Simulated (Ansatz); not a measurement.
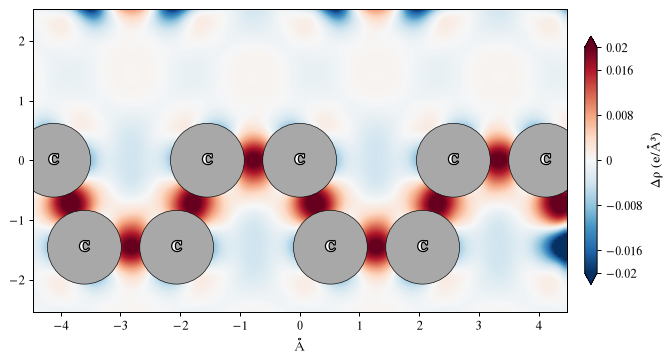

C. Difference of the valence pseudo-densities of two functionals at the same geometry, on the (110) plane of the calculation cell: r2SCAN less RPBE.

Space group P6₃/mmc.

Both computed with Ansatz (plane waves, PAW), on the same k-point mesh. Grey discs cover the atomic cores.

Where does the change of functional move the electrons?

Answer. Against RPBE, r2SCAN gives more density around C (+0.005 e/Å³ on average at 0.8 Å from the nucleus) and a change of +0.022 e/Å³ at the midpoint of C–C.
